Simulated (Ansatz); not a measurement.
SnO2: geometry relaxation

- system: SnO2 (6 atoms in the cell)
- method: DFT r2SCAN, scalar-relativistic, plane waves, PAW, no spin polarisation (Ansatz 0.2.0)

The structure derives from a Materials Project entry. It belongs to a series of runs on one base structure; here: shear of c along a, cell held, atoms relaxed: +1.5 %. Figures and captions count atoms from 1; the log counts them from 0 in places.

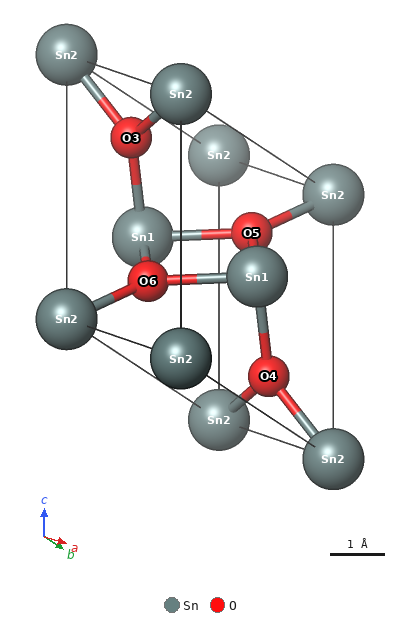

*The starting structure (ball-and-stick view of the cell of the calculation, set on other vectors, seen at an oblique angle; atoms are numbered from 1 in the order of the input). An atom can appear more than once, as a periodic image.*

Near neighbours in the periodic cell (some may lie outside the picture): Sn has 6 O at 2.06 to 2.08 Å; O has 3 Sn at 2.06 to 2.08 Å.

Results in brief:

| quantity | value |
| --- | --- |
| outcome | converged |
| space group (tolerance 0.01 Å) | P2₁/c (14) |
| electrons treated | 52 |
| free energy | −14352.4229 eV |
| Fermi energy | 9.768 eV |
| gap on the k-point mesh | 1.77 eV |
| pressure | 0.02 GPa |
| final volume | 72.51 Å³ |
| largest force (length of the vector) at the end | 0.001 eV/Å |
| final cell | a = 4.759 Å, b = 4.759 Å, c = 3.202 Å, α = 90.00°, β = 89.14°, γ = 90.00° |
| hardware | 1 thread of AMD EPYC (Zen 3), 189 GiB of memory available, shared host |
| wall time | 3.1 min |
| peak memory | 0.67 GiB |

Notes:

Warnings of the run: the SCF threshold is looser than advised for the printed stress.

The input:
```yaml
crystal:
  lattice:
    - [4.7592005654, 0.0, 0.0]
    - [0.0, 4.7592005654, 0.0]
    - [0.0480190495, 0.0, 3.2012699648]
  atoms:
    - { symbol: Sn, position: [0.5, 0.5, 0.5] }
    - { symbol: Sn, position: [0.0, 0.0, 0.0] }
    - { symbol: O, position: [0.1940616415, 0.8059383585, 0.5] }
    - { symbol: O, position: [0.8059383585, 0.1940616415, 0.5] }
    - { symbol: O, position: [0.3059383585, 0.3059383585, 0.0] }
    - { symbol: O, position: [0.6940616415, 0.6940616415, 0.0] }
basis:
  ecutwfc: 500
kpoints:
  mp_grid: { grid: [6, 6, 8] }
hamiltonian:
  xc: r2scan
scf:
  occupations: { method: gaussian, width: 0.02 }
output:
  forces: true
  stress: true
  eigenvalues: true
relax:
  adjacent_minimum: "off"
  f_tol: 0.008
  max_steps: 40
```

Launched with:
```bash
ansatz run input.yaml --threads 1 --pin off --max-ram 2560MiB --backend cpu --events-out ev --progress --plain --runs-dir out
```

Output:
```
Warning: output.stress: scf.convergence.dr2_threshold = 6.4e-8 eV (the default of a walk held to its f_tol) is looser than the 6e-10 eV advised for a printed stress (1e-10 eV for each atom of the cell: 6). What an SCF threshold leaves in a stress goes as its square root, and in the free energy as the threshold itself, and one threshold admits the most on a small cell: of the crystals measured, under no hybrid functional and no lock of the moments, on runs that ended without the residual-converged pass, on stresses that held no estimate of that error, the worst erred by over 100 MPa in a component at 1e-7 eV an atom and by under 5 at 1e-10. Every solve of this run answers to scf.convergence.dr2_threshold, and the tensor of one is reported: a single SCF on the reported geometry and on this run's grids (its basis.xc_grid and basis.ecutrho_ratio typed), with scf.convergence.dr2_threshold at 6e-10 eV or tighter, prints it and tightens no other solve. Else set scf.convergence.dr2_threshold to 6e-10 eV or tighter. The threshold is an SCF's pass mark: one that does not reach it within its budget of iterations ends unconverged, or closes short of it on a stop that the run arms, and scf.convergence.dr2_threshold's page says what that costs each kind of run
Engine: ansatz 0.2.0, x86_64-unknown-linux-gnu
Pseudopotentials: kind: paw
Pseudopotential: Sn, paw, valence charge 14, recommended cutoff 500 eV (meta_gga), Sn.paw.azcp
Pseudopotential: O, paw, valence charge 6, recommended cutoff 500 eV (meta_gga), O.paw.azcp
Functional definition: r2SCAN
  parameter k0 = 0.174
  parameter k1 = 0.065
  parameter a1 = 4.9479
  exchange = r2scan_x(k0 = k0, k1 = k1, a1 = a1)
  correlation = r2scan_c
Crystal: 6 atoms, lattice volume = 72.509 Å³
Basis set: ecut = 500 eV, 1859 PW (Γ), exchange–correlation on 144×144×96 points (64 copies of the dense FFT grid, shifted against one another)
Bands: 32, of which v1, the nominal top of the filled ones, is band 26 counted from 1 (25 counted from 0)
Symmetry: 4 space group operations
Space group: P21/c (ITA 14), of the structure as read, at distance tolerance 4.2e-5 Å
k-points: 104 of 288
Non-local potential: Sn, projectors of the file, l = 0: 2, l = 1: 2, l = 2: 2, l = 3: 2
Non-local potential: O, projectors of the file, l = 0: 2, l = 1: 2, l = 2: 1
PAW form: soft (Blöchl's): semilocal exchange-correlation on the pseudo side does not see the compensation charge
PAW frozen core: Sn, regenerated for the run's functional (the file was generated under x = pbe(κ = 0.804, μ = 0.2195149727645171), c = pbe(β = 0.06672455060314922))
PAW frozen core: O, regenerated for the run's functional (the file was generated under x = pbe(κ = 0.804, μ = 0.2195149727645171), c = pbe(β = 0.06672455060314922))
PAW one-centre angular grid: Sn, 590 points (default); XC on 249 of its mesh's 2787 points in the sphere
PAW one-centre angular grid: O, 302 points (default); XC on 160 Gauss nodes
Initial density: superposition of atomic densities (neutral atoms: chi_scale 0, normalization atom), corrected by the library's trained network
Initial wavefunctions: pseudopotential atomic-orbital guess
Functional: x = r2scan, c = r2scan; τ floored in thin density (d = 2e-4 eV/Å³)
SCF iter   1: F=—  HF=-14352.319151 eV  |F-HF|=—  |Δ(HF+E_count)|=         —  Δρ=1.03e-2  dr2=5.59e-2  dr2_τ=2.69e-1  ethr=1.77e-3  ⟨swp⟩=6.2  Hψ=14652  notcnv=0  defer=1
preconditioner: auto → Resta (q_TF=auto, 2.581 Å⁻¹)  ε∞=3.3  [insulator: Δε(μ)=1.818 eV  Ē_g=20.816 eV  σ=0.020 eV  W_gap=1.00  n_scr=18 (ndim 8)  ℏωp=31.4 eV  f_vac=0.029  D(μ)=0.00/eV (n_scr^D=0)  ε∞_Penn≈3.3]
SCF iter   2: F=—  HF=-14352.422853 eV  |F-HF|=—  |Δ(HF+E_count)|=   1.04e-1  Δρ=6.12e-3  dr2=1.49e-2  dr2_τ=9.99e-4  ethr=1.08e-4  ⟨swp⟩=2.8  Hψ=6419  notcnv=0  defer=187
SCF iter   3: F=—  HF=-14352.421885 eV  |F-HF|=—  |Δ(HF+E_count)|=   9.69e-4  Δρ=8.25e-4  dr2=4.66e-4  dr2_τ=1.02e-4  ethr=2.87e-5  ⟨swp⟩=2.0  Hψ=3578  notcnv=0  defer=187
SCF iter   4: F=—  HF=-14352.421977 eV  |F-HF|=—  |Δ(HF+E_count)|=   9.24e-5  Δρ=2.95e-4  dr2=4.53e-5  dr2_τ=4.72e-6  ethr=8.96e-7  ⟨swp⟩=2.1  Hψ=4752  notcnv=0  defer=187
SCF iter   5: F=—  HF=-14352.421983 eV  |F-HF|=—  |Δ(HF+E_count)|=   6.17e-6  Δρ=1.19e-4  dr2=1.20e-5  dr2_τ=7.03e-7  ethr=8.72e-8  ⟨swp⟩=2.0  Hψ=4751  notcnv=0  defer=187
SCF iter   6: F=—  HF=-14352.421981 eV  |F-HF|=—  |Δ(HF+E_count)|=   2.56e-6  Δρ=5.87e-5  dr2=2.67e-6  dr2_τ=7.80e-8  ethr=2.31e-8  ⟨swp⟩=2.0  Hψ=5607  notcnv=0  defer=187
SCF iter   7: F=-14352.421980 eV  HF=-14352.421980 eV  |F-HF|=3.14e-8  |Δ(HF+E_count)|=   6.69e-7  Δρ=8.89e-6  dr2=5.46e-8  dr2_τ=2.56e-9  ethr=3.08e-9  ⟨swp⟩=10.1  Hψ=15088  notcnv=0
SCF 1 converged in 7 iterations: F = -14352.421980 eV  dr2 = 5.46e-8
  greatest PAW one-centre occupation: 0.996 electrons in one spin orbital (limit 2), on the Sn atom at site 0 (counted from 0), in its partial waves of l = 2
relax step   1: F+E_penalty+E_count = -14352.42198022 eV  Δ(F+E_penalty+E_count) = +0.000e0 eV  max|allowed force component| = 7.600e-2 eV/Å  Δτ_max = 0.0000 Å  (7 SCF iters, dr2 threshold 1.60e-6 eV, accepted)
Initial density: handed on by an earlier stage of this run
Initial wavefunctions: those handed on with the density
iter 1 solved again at ethr=1.75e-7 eV; its pass at ethr=3.10e-3 eV (dr2=9.10e-5 eV) is discarded
SCF iter   1: F=—  HF=-14352.422669 eV  |F-HF|=—  |Δ(HF+E_count)|=         —  Δρ=5.31e-4  dr2=9.69e-5  dr2_τ=2.10e-3  ethr=1.75e-7  ⟨swp⟩=2.0  Hψ=10478  notcnv=0  defer=187
preconditioner: auto → Resta (q_TF=auto, 2.581 Å⁻¹)  ε∞=3.3  [insulator: Δε(μ)=1.767 eV  Ē_g=20.785 eV  σ=0.020 eV  W_gap=1.00  n_scr=18 (ndim 8)  ℏωp=31.4 eV  f_vac=0.030  D(μ)=0.00/eV (n_scr^D=0)  ε∞_Penn≈3.3]
SCF iter   2: F=—  HF=-14352.422731 eV  |F-HF|=—  |Δ(HF+E_count)|=   6.20e-5  Δρ=2.89e-4  dr2=3.65e-5  dr2_τ=2.68e-6  ethr=1.75e-7  ⟨swp⟩=2.0  Hψ=5001  notcnv=0  defer=187
SCF iter   3: F=—  HF=-14352.422726 eV  |F-HF|=—  |Δ(HF+E_count)|=   4.60e-6  Δρ=8.30e-5  dr2=2.07e-6  dr2_τ=4.44e-7  ethr=7.01e-8  ⟨swp⟩=2.0  Hψ=4527  notcnv=0  defer=187
SCF iter   4: F=—  HF=-14352.422727 eV  |F-HF|=—  |Δ(HF+E_count)|=   7.92e-7  Δρ=4.55e-5  dr2=5.96e-7  dr2_τ=6.85e-8  ethr=6.94e-10  ⟨swp⟩=9.2  Hψ=14540  notcnv=0
SCF iter   5: F=-14352.422727 eV  HF=-14352.422727 eV  |F-HF|=1.26e-8  |Δ(HF+E_count)|=   3.15e-7  Δρ=1.53e-5  dr2=7.27e-8  dr2_τ=7.28e-9  ethr=6.94e-10  ⟨swp⟩=6.0  Hψ=13720  notcnv=0
SCF 2 converged in 5 iterations: F = -14352.422727 eV  dr2 = 7.27e-8
  greatest PAW one-centre occupation: 0.996 electrons in one spin orbital (limit 2), on the Sn atom at site 1 (counted from 0), in its partial waves of l = 2
relax step   2: F+E_penalty+E_count = -14352.42272736 eV  Δ(F+E_penalty+E_count) = -7.471e-4 eV  max|allowed force component| = 3.191e-2 eV/Å  Δτ_max = 0.0035 Å  (5 SCF iters, dr2 threshold 3.61e-7 eV, accepted)
SCF iter   1: F=—  HF=-14352.422854 eV  |F-HF|=—  |Δ(HF+E_count)|=         —  Δρ=3.84e-4  dr2=5.12e-5  dr2_τ=1.12e-3  ethr=9.91e-7  ⟨swp⟩=2.0  Hψ=7871  notcnv=0  defer=187
preconditioner: auto → Resta (q_TF=auto, 2.581 Å⁻¹)  ε∞=3.3  [insulator: Δε(μ)=1.766 eV  Ē_g=20.785 eV  σ=0.020 eV  W_gap=1.00  n_scr=18 (ndim 8)  ℏωp=31.4 eV  f_vac=0.030  D(μ)=0.00/eV (n_scr^D=0)  ε∞_Penn≈3.3]
SCF iter   2: F=—  HF=-14352.422889 eV  |F-HF|=—  |Δ(HF+E_count)|=   3.51e-5  Δρ=2.11e-4  dr2=1.98e-5  dr2_τ=1.33e-6  ethr=9.84e-8  ⟨swp⟩=2.0  Hψ=5824  notcnv=0  defer=187
SCF iter   3: F=—  HF=-14352.422886 eV  |F-HF|=—  |Δ(HF+E_count)|=   2.95e-6  Δρ=6.58e-5  dr2=1.32e-6  dr2_τ=3.10e-7  ethr=3.80e-8  ⟨swp⟩=2.0  Hψ=4536  notcnv=0  defer=187
SCF iter   4: F=—  HF=-14352.422887 eV  |F-HF|=—  |Δ(HF+E_count)|=   3.81e-7  Δρ=3.53e-5  dr2=3.61e-7  dr2_τ=4.30e-8  ethr=2.54e-9  ⟨swp⟩=2.5  Hψ=4525  notcnv=0  defer=187
SCF iter   5: F=-14352.422887 eV  HF=-14352.422887 eV  |F-HF|=9.54e-9  |Δ(HF+E_count)|=   1.59e-7  Δρ=1.20e-5  dr2=4.48e-8  dr2_τ=4.54e-9  ethr=1.23e-10  ⟨swp⟩=7.9  Hψ=15910  notcnv=0
SCF 3 converged in 5 iterations: F = -14352.422887 eV  dr2 = 4.48e-8
relax step   3: F+E_penalty+E_count = -14352.42288668 eV  Δ(F+E_penalty+E_count) = -1.593e-4 eV  max|allowed force component| = 6.222e-4 eV/Å  Δτ_max = 0.0025 Å  (5 SCF iters, accepted)
iter 1 solved again at ethr=8.62e-11 eV; its pass at ethr=3.10e-3 eV (dr2=4.48e-8 eV) is discarded
SCF iter   1: F=—  HF=-14352.422887 eV  |F-HF|=—  |Δ(HF+E_count)|=         —  Δρ=1.20e-5  dr2=4.48e-8  dr2_τ=4.55e-9  ethr=8.62e-11  ⟨swp⟩=1.0  Hψ=13308  notcnv=0
SCF iter   2: F=-14352.422887 eV  HF=-14352.422887 eV  |F-HF|=3.72e-9  |Δ(HF+E_count)|=   1.80e-9  Δρ=5.89e-6  dr2=1.02e-8  dr2_τ=5.43e-10  ethr=8.62e-11  ⟨swp⟩=4.0  Hψ=10371  notcnv=0
SCF 4 converged in 2 iterations: F = -14352.422887 eV  dr2 = 1.02e-8
```

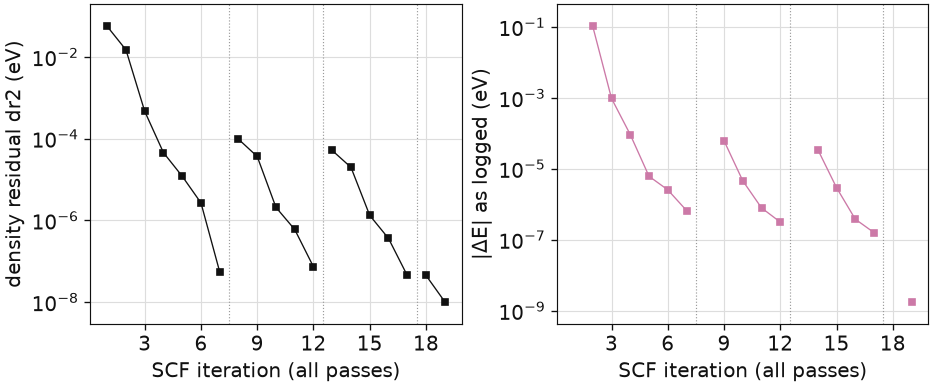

*Convergence of the self-consistent field: density residual dr2 and size of the energy change against the SCF iteration. Dotted lines part the SCF passes that the log prints in full.*

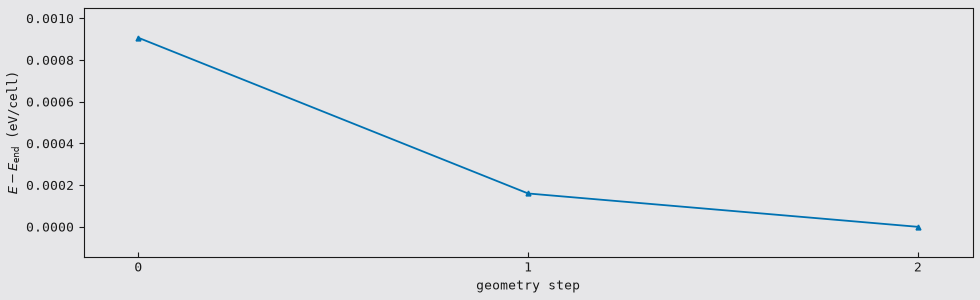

*Progress of the relaxation, step by step (the first geometry is step 0 here and step 1 in the log).*

The energy falls by 0.9 meV per cell of the calculation in 2 geometry steps. Largest force component: 0.076 eV/Å at the start, 0.00062 eV/Å at the end. The largest moves, 0.006 Å, are those of O3, O4, O5 and O6. Sn stays in place. The lattice vectors keep their values. Among the contacts that change: Sn1–O5 2.077 → 2.072 Å. The space group stays P2_1/c (No. 14). (Atoms are counted from 1 in the order of the input.)

```
SCF converged after 2 iterations
Free energy (F): -14352.422887 eV
Harris-Foulkes:  -14352.422887 eV  (|F-HF|=3.72e-9)
Internal energy: -14352.422887 eV  (E = F + TS)
E sigma→0 (E₀):  -14352.422887 eV
Fermi energy:    9.768314 eV
--- Per-component energies (eV) ---
  E_band       = -164.786628
  E_kinetic    = 1085.756547
  E_local      = -2884.788103  (includes V_loc(G=0)·N_el)
  E_nonlocal   = 131.542033
  E_hartree    = 1501.777641
  E_xc         = -1035.817269
  E_vxc        = -622.686653  (∫ρ·V_xc dr)
  E_paw        = -8986.288356  (= ΣΔE_a)
  E_vpaw       = -917.466341  (= ΣTr[D̂ρ^β])
  E_aug_tail   = 0.004003  (compensation charges beyond the density's cutoff)
  E_vtau       = 39.296582  (kinetic-family band-sum trace: ∫τ·v_τ [+ j·A + Jᵃ·Aᵃ] dr)
  E_ewald      = -4165.952259
  E_core_change = 1.342876  (= ΣΔE_core)
  E_smearing   = -0.000000  (= −TS)
  E_closure    = 0.000000  (closes the sum)
  Σ components = -14352.422887   (vs F -14352.422887, Δ=0.00e0)
--- Forces (eV/Å), atoms counted from 1 ---
  atom   1  Sn     0.00000000     0.00000000    -0.00000000
  atom   2  Sn    -0.00000000    -0.00000000     0.00000000
  atom   3  O      0.00061845    -0.00013763     0.00016726
  atom   4  O     -0.00061845     0.00013763    -0.00016726
  atom   5  O     -0.00061845    -0.00013763    -0.00016726
  atom   6  O      0.00061845     0.00013763     0.00016726
  max |Σ_I F_I| component: 0.00e0 eV/Å
--- Stress (GPa, compression-positive) ---
        0.039185       0.000000      -1.493763
        0.000000       0.058963       0.000000
       -1.493767       0.000000      -0.027644
  P = ⅓ Tr σ = 0.0235 GPa (0.235 kbar)
--- Band table (eV; the first three rows and the last of 104) ---
  k-point 0: bands = ["-12.8750", "-11.9896", "-11.6984", "-11.6826", "-11.6807", "-11.6266", "-11.5562", "-11.4728", "-11.4393", "-11.4392", "-10.8055", "-9.1410", "-9.1407", "-7.1807", "0.8375", "4.8631", "4.8666", "4.9921", "5.7607", "6.9243", "7.0080", "7.6775", "7.6799", "8.1172", "8.1196", "8.8855", "10.6511", "15.6999", "15.9243", "15.9290", "20.0210", "20.3401"]
  k-point 1: bands = ["-12.7988", "-11.8904", "-11.8614", "-11.8602", "-11.6714", "-11.6476", "-11.5503", "-11.4739", "-11.4593", "-11.4587", "-10.7356", "-8.8665", "-8.8664", "-7.3070", "0.8407", "4.8578", "5.0104", "5.0156", "5.8643", "5.9549", "6.9043", "7.1159", "7.1167", "8.1495", "8.1509", "8.7540", "11.5880", "16.0247", "16.5821", "16.5876", "19.1415", "21.1793"]
  k-point 2: bands = ["-12.5961", "-12.2123", "-12.2114", "-11.7534", "-11.6304", "-11.6002", "-11.5346", "-11.4970", "-11.4958", "-11.4745", "-10.4698", "-8.2901", "-8.2899", "-7.6948", "0.9008", "4.3766", "4.6924", "5.3543", "5.3556", "6.1110", "6.1123", "6.1667", "6.4340", "8.0441", "8.0454", "8.3830", "13.2295", "16.5090", "18.0438", "18.0615", "18.5233", "21.4134"]
  k-point 103: bands = ["-12.6059", "-12.6059", "-12.0913", "-12.0913", "-11.5464", "-11.5464", "-11.4892", "-11.4892", "-11.4497", "-11.4497", "-8.9698", "-8.9698", "-7.6330", "-7.6330", "1.0357", "1.0357", "3.9217", "3.9217", "6.3729", "6.3729", "6.5510", "6.5510", "7.9266", "7.9266", "8.0453", "8.0453", "14.3946", "14.3946", "18.5317", "18.5317", "20.7648", "20.7648"]
--- Relaxed structure (3 steps of the walk, 3 accepted, 0 SCFs on fresh bases) ---
  F+E_penalty+E_count = -14352.42288668 eV   max|allowed force component| = 6.222e-4 eV/Å
  atoms:
    - { symbol: Sn, position: [0.49999999999999994, 0.49999999999999994, 0.5] }
    - { symbol: Sn, position: [1.8984318857523285e-21, 1.186519928595204e-21, -7.520179356802382e-36] }
    - { symbol: O, position: [0.19417609180717094, 0.8059892090902333, 0.49813710519015786] }
    - { symbol: O, position: [0.8058239081928289, 0.1940107909097665, 0.5018628948098421] }
    - { symbol: O, position: [0.30582390819282895, 0.3059892090902334, 0.0018628948098421611] }
    - { symbol: O, position: [0.694176091807171, 0.6940107909097665, -0.0018628948098421611] }
```

Trajectory as extended XYZ (Å, eV, eV/Å), 3 frames, from step=1 to step=3:
```
6
Lattice="4.7592 0.0000 0.0000 0.0000 4.7592 0.0000 0.0480 0.0000 3.2013" Properties=species:S:1:pos:R:3:forces:R:3 step=1 energy=-14352.42198
Sn    2.4036    2.3796    1.6006    0.0000   0.0000   0.0000
Sn    0.0000    0.0000    0.0000    0.0000   0.0000   0.0000
O     0.9476    3.8356    1.6006    0.0044  -0.0044  -0.0760
O     3.8596    0.9236    1.6006   -0.0044   0.0044   0.0760
O     1.4560    1.4560    0.0000   -0.0044  -0.0044   0.0760
O     3.3032    3.3032    0.0000    0.0044   0.0044  -0.0760
6
Lattice="4.7592 0.0000 0.0000 0.0000 4.7592 0.0000 0.0480 0.0000 3.2013" Properties=species:S:1:pos:R:3:forces:R:3 step=2 energy=-14352.42273
Sn    2.4036    2.3796    1.6006    0.0000   0.0000   0.0000
Sn    0.0000    0.0000    0.0000    0.0000   0.0000   0.0000
O     0.9478    3.8357    1.5972    0.0015  -0.0011  -0.0319
O     3.8594    0.9235    1.6041   -0.0015   0.0011   0.0319
O     1.4558    1.4561    0.0035   -0.0015  -0.0011   0.0319
O     3.3034    3.3031   -0.0035    0.0015   0.0011  -0.0319
6
Lattice="4.7592 0.0000 0.0000 0.0000 4.7592 0.0000 0.0480 0.0000 3.2013" Properties=species:S:1:pos:R:3:forces:R:3 step=3 energy=-14352.42289
Sn    2.4036    2.3796    1.6006    0.0000   0.0000   0.0000
Sn    0.0000    0.0000    0.0000    0.0000   0.0000   0.0000
O     0.9480    3.8359    1.5947    0.0006  -0.0001   0.0001
O     3.8592    0.9233    1.6066   -0.0006   0.0001  -0.0001
O     1.4556    1.4563    0.0060   -0.0006  -0.0001  -0.0001
O     3.3036    3.3029   -0.0060    0.0006   0.0001   0.0001
```

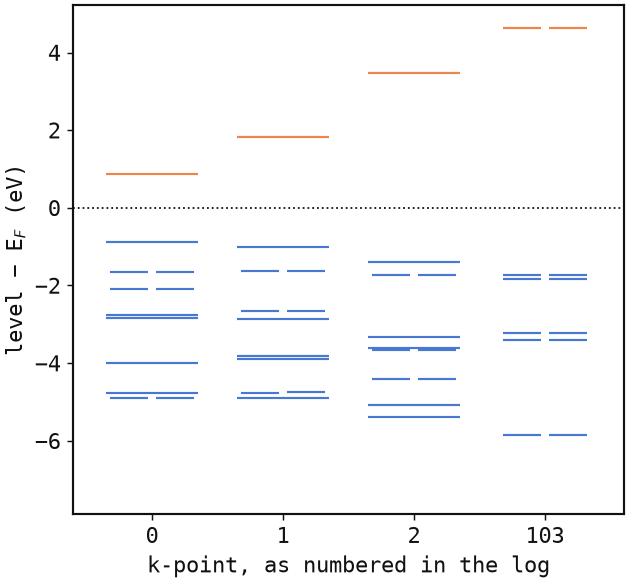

*Kohn–Sham levels near the Fermi level (dotted) at the few k-points that the log prints; levels within 0.02 eV of each other stand side by side.*

Among these points the highest filled and lowest empty levels are 1.77 eV apart, which is the gap on the mesh.
